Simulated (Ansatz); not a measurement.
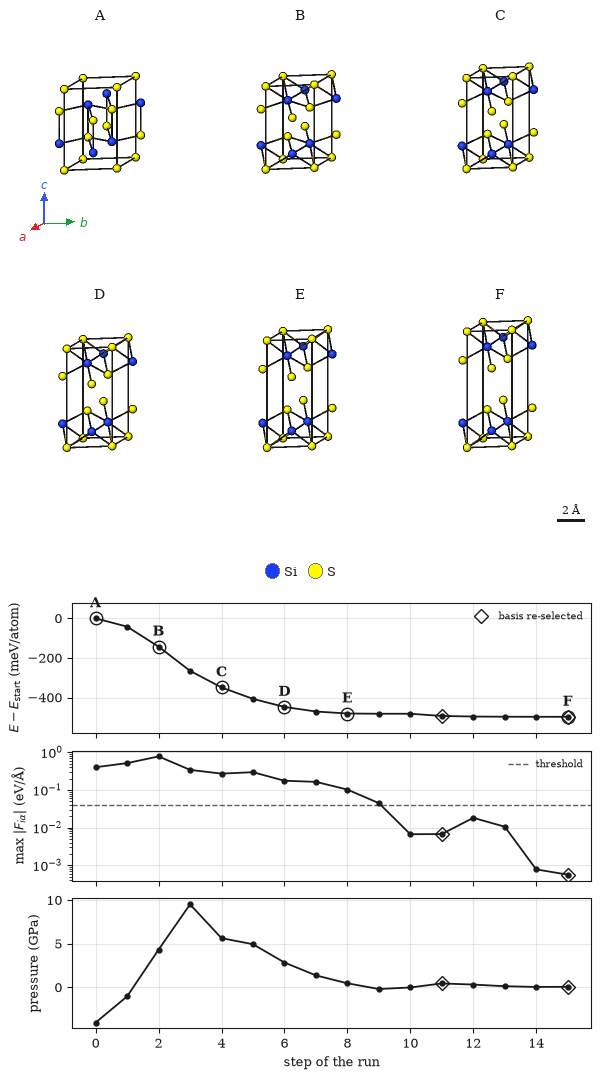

Frames of a relaxation of crystalline Si₂S₃ (built on the A-type sesquioxide_164 type) (coarse preliminary run), marked on the history of the run. Style: ball-and-stick. Shown: the cell of the calculation, slightly off an axis.

Case: A-type sesquioxide type (P-3m1, No. 164).

Level of theory: Ansatz 0.2.0, DFT PBE, scalar-relativistic, plane waves, PAW.

The input:
```yaml
crystal:
  lattice:
    - [4.0701627949, 0.0, 0.0]
    - [-2.0350813974, 3.5248643779, 0.0]
    - [0.0, 0.0, 6.3325121656]
  atoms:
    - { symbol: Si, position: [0.3333333333, 0.6666666667, 0.245] }
    - { symbol: Si, position: [0.6666666667, 0.3333333333, 0.755] }
    - { symbol: S, position: [0.0, 0.0, 0.0] }
    - { symbol: S, position: [0.3333333333, 0.6666666667, 0.645] }
    - { symbol: S, position: [0.6666666667, 0.3333333333, 0.355] }
basis:
  ecutwfc: 420
kpoints:
  mp_grid: { grid: [6, 6, 4] }
hamiltonian:
  xc: pbe
scf:
  occupations: { method: gaussian, width: 0.1 }
  lower_state_search: "off"
output:
  forces: true
  stress: true
  eigenvalues: true
relax:
  adjacent_minimum: "off"
  f_tol: 0.04
  max_steps: 70
  cell: { stress_tol: 0.4 }
```

Command:
```bash
ansatz run input.yaml --threads 1 --pin off --max-ram 2560MiB --backend cpu --events-out ev --progress --plain --runs-dir out
```

> What happens along the run?

The largest moves relative to the cell, 0.74 Å, are those of Si1 and Si2. Si2 goes along +c. By element the largest moves are Si 0.74 Å, S 0.52 Å. The volume changes by +3.8 %, with a = b 4.070 → 3.466 Å (−14.8 %), c 6.333 → 9.066 Å (+43.2 %). Near-neighbour distances that change, for instance: Si1–S4 2.533 → 4.895 Å, Si1–S3 2.816 → 2.487 Å, Si1–S5 2.451 → 2.342 Å. Bonds break: Si1–S4 (2.53 → 4.90 Å), Si2–S5 (2.53 → 4.90 Å). Bond angles that change, for instance: Si1–S5–Si1 112.3° → 95.4°, S5–Si1–S5 112.3° → 95.4°. The space group stays P-3m1 (No. 164). The energy falls by 498 meV per atom in 13 accepted moves (15 points after the start). Largest force component: 0.4 eV/Å at the start, 0.00056 eV/Å at the end. Pressure: −4.03 GPa at the start and 0.06 GPa at the end. The SCF was repeated twice at an unchanged geometry on a basis and grid sized afresh for the cell, which shifted the energy by 11.1 meV per atom at most. From step 0 to 2: Si atoms move most (0.19 Å), volume −12.7 %, energy −143 meV per atom. From step 2 to 4: Si atoms move most (0.20 Å), volume −1.1 %, energy −206 meV per atom. From step 4 to 6: S atoms move most (0.05 Å), volume +4.4 %, energy −98.4 meV per atom. From step 6 to 8: S atoms move most (0.13 Å), volume +6.4 %, energy −33.2 meV per atom. From step 8 to 15: S atoms move most (0.21 Å), volume +8.1 %, energy −16.8 meV per atom.

```tsv
step	E − E(0), meV/atom	largest force component, eV/Å	pressure, GPa	volume, Å³/atom	note
0	0.00	0.3985	-4.03	18.170	
1	-41.96	0.5129	-1.04	17.139	
2	-143.06	0.7715	4.32	15.868	
3	-265.14	0.3397	9.51	15.121	
4	-349.16	0.2695	5.64	15.697	
5	-406.82	0.2946	4.95	15.890	
6	-447.53	0.1745	2.85	16.391	
7	-470.78	0.1631	1.37	16.879	
8	-480.77	0.1019	0.47	17.447	
9	-482.02	0.0445	-0.19	17.817	
10	-482.06	0.0066	-0.01	17.814	
11	-493.16	0.0067	0.45	17.814	same geometry, new basis
12	-496.12	0.0181	0.32	18.232	
13	-497.09	0.0105	0.13	18.595	
14	-497.35	0.0008	0.05	18.868	
15	-497.54	0.0006	0.06	18.868	same geometry, new basis
```

Limits of the set-up: layers or molecules are held without a dispersion correction, so their spacing is unreliable.
